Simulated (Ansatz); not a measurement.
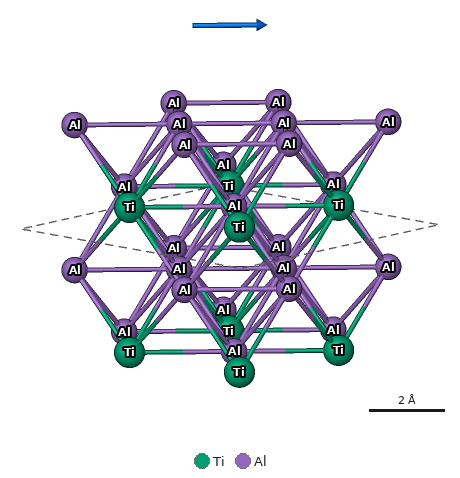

Solid TiAl3 (Pm-3m): the crystal above a cut along the (1 0 0) plane of the conventional cell (between a plane of Al below and one of Al/Ti above, 1.97 Å apart) is slid rigidly by fractions of an in-plane lattice vector 5.58 Å long (a generalised stacking fault). One cut stands in each cell, which starts 11.8 Å high; nothing is relaxed, and the dashed outline marks the cut, the arrow on top the direction of slip. The picture shows the perfect crystal around the cut (dashed). The picture is a ball-and-stick view of the layers on both sides of the cut, seen from the side, nearly along the cut plane.

The calculation used DFT PBEsol, scalar-relativistic, plane waves, PAW (Ansatz 0.2.0). (plane-wave cutoff 420 eV; k-point mesh 12 × 12 × 4; occupations gaussian; smearing width 0.15 eV; no spin polarisation). Energies (free energies at the smearing named) are counted from the relaxed crystal.

Input file:
```yaml
crystal:
  lattice:
    - [0.0, -3.9483448101, 0.0]
    - [0.0, 0.0, -3.9483448101]
    - [11.8450344302, 0.0, 0.0]
  atoms:
    - { symbol: Ti, position: [0.0, 1.0, 0.3333333333] }
    - { symbol: Ti, position: [0.0, 1.0, 0.6666666667] }
    - { symbol: Ti, position: [0.0, 1.0, 0.0] }
    - { symbol: Al, position: [0.5, 0.0, 0.1666666667] }
    - { symbol: Al, position: [0.5, 0.0, 0.5] }
    - { symbol: Al, position: [0.5, 0.0, 0.8333333333] }
    - { symbol: Al, position: [0.0, 0.5, 0.1666666667] }
    - { symbol: Al, position: [0.0, 0.5, 0.5] }
    - { symbol: Al, position: [0.0, 0.5, 0.8333333333] }
    - { symbol: Al, position: [0.5, 0.5, 0.0] }
    - { symbol: Al, position: [0.5, 0.5, 0.3333333333] }
    - { symbol: Al, position: [0.5, 0.5, 0.6666666667] }
basis:
  ecutwfc: 420
kpoints:
  mp_grid: { grid: [12, 12, 4] }
hamiltonian:
  xc: pbesol
scf:
  occupations: { method: gaussian, width: 0.15 }
output:
  forces: true
  stress: true
  eigenvalues: true
  write_density: true
  write_potential: true
  elf: true
  volumetric_format: npy
```

Run as
```bash
ansatz run input.yaml --threads 2 --pin off --max-ram 5120MiB --backend cpu --events-out ev --progress --plain --runs-dir out
```

**Give the energy at each point (the slip: 0.000, 0.083, 0.167, 0.250, 0.333, 0.500, 0.667, 0.833, 1.000).**

| slip (fraction of the lattice vector) | γ (mJ/m²) |
| --- | --- |
| 0.000 | 0 |
| 0.083 | 431 |
| 0.167 | 1347 |
| 0.250 | 1865 |
| 0.333 | 1403 |
| 0.500 | 57 |
| 0.667 | 1403 |
| 0.833 | 1347 |
| 1.000 | 0 |

Points that are alike by symmetry were computed once.

The curve starts and ends at zero, since a full lattice vector restores the crystal. Its highest computed point is 1865 mJ/m² at slip 0.25. The points are too sparse to place its extrema closely. Relaxation across the fault would lower the values.
